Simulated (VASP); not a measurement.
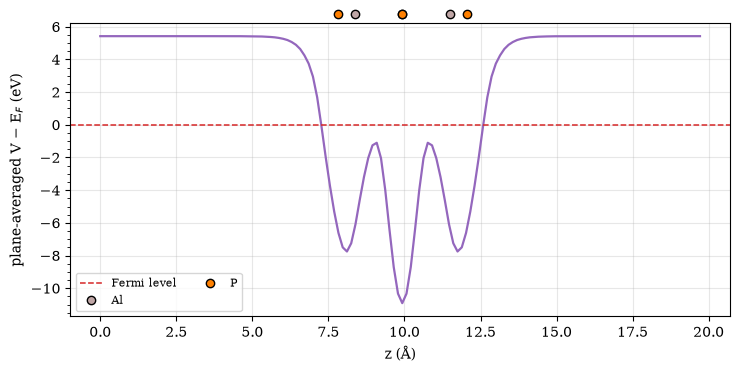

*AlP (slab). Plane average of the electrostatic potential (local pseudopotential plus Hartree) felt by an electron across the slab. Circles mark the heights of the atoms.*

Theory: Kohn-Sham DFT of a periodic cell, PBEsol, VASP PAW PBE potentials, recommended (VASP 6.6.1).

In a PAW calculation such maps are meaningful between the atoms, not at the nuclei.

Question: How far above the Fermi level of the calculation is the vacuum level?

Answer: 5.4 eV. The slab has a gap, so the Fermi level lies inside it and this isn't a work function in the metallic sense.

Question: How thick is the slab, and how wide the vacuum?

Answer: The outermost nuclei are 4.3 Å apart, in 5 atomic planes; the vacuum between periodic images is 15.6 Å wide.
